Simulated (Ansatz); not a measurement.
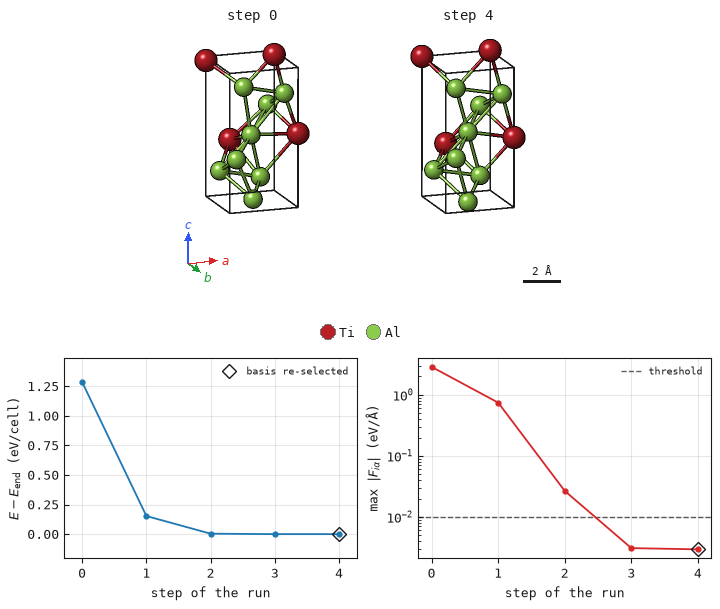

First and last geometry of a relaxation of crystalline TiAl3 (set up in P1), with the history of the run. Style: ball-and-stick. Shown: the cell of the calculation, from a free direction.

Case: a zone-boundary wave of random shape, sigma 0.15 Å; relaxed back.

All numbers below come from DFT r2SCAN, scalar-relativistic, plane waves, PAW (Ansatz 0.2.0).

The input:
```yaml
crystal:
  lattice:
    - [3.95567125, 0.0, 0.0]
    - [0.0, 3.95567125, 0.0]
    - [0.0, 0.0, 7.9113425]
  atoms:
    - { symbol: Ti, position: [-0.00822526, 0.0249618996, -0.0259348305] }
    - { symbol: Ti, position: [0.00822526, -0.0249618996, 0.5259348305] }
    - { symbol: Al, position: [0.5177727911, 0.4933137627, 0.0181925234] }
    - { symbol: Al, position: [0.4822272089, 0.5066862373, 0.4818074766] }
    - { symbol: Al, position: [0.444963227, 0.005234824, 0.2440782864] }
    - { symbol: Al, position: [0.555036773, -0.005234824, 0.7559217136] }
    - { symbol: Al, position: [0.0252177572, 0.509212939, 0.2439538692] }
    - { symbol: Al, position: [-0.0252177572, 0.490787061, 0.7560461308] }
basis:
  ecutwfc: 500
kpoints:
  mp_grid: { grid: [8, 8, 4] }
hamiltonian:
  xc: r2scan
scf:
  occupations: { method: gaussian, width: 0.15 }
output:
  forces: true
  stress: true
  eigenvalues: true
relax:
  adjacent_minimum: "off"
  f_tol: 0.01
  max_steps: 80
  cell: { stress_tol: 0.1 }
```

Command:
```bash
ansatz run input.yaml --threads 2 --pin off --max-ram 5120MiB --backend cpu --events-out ev --progress --plain --runs-dir out
```

> Read the history and describe the run.

It converged. The largest moves, 0.23 Å, are those of Ti1 and Ti2. Ti1 goes along [1 −3 3]. Largest moves by element: Ti 0.23 Å, Al 0.22 Å. The cell stays as it was. Among the contacts that change: Ti2–Al5 3.155 → 2.798 Å, Ti1–Al6 2.445 → 2.797 Å, Ti2–Al7 3.073 → 2.798 Å, Ti1–Al8 2.525 → 2.797 Å. The space group (tolerance 0.01 Å) goes from P1 (No. 1) to Pm-3m (No. 221). The energy falls by 1.286 eV per cell of the calculation in 3 accepted moves (4 points after the start). Largest force component: 2.9 eV/Å at the start, 0.0029 eV/Å at the end. The pressure goes from 4.49 to 0.02 GPa. At 1 point the geometry stayed and the basis and grid were re-selected for the new cell (energy shift of less than 0.05 meV per cell of the calculation at most each time).
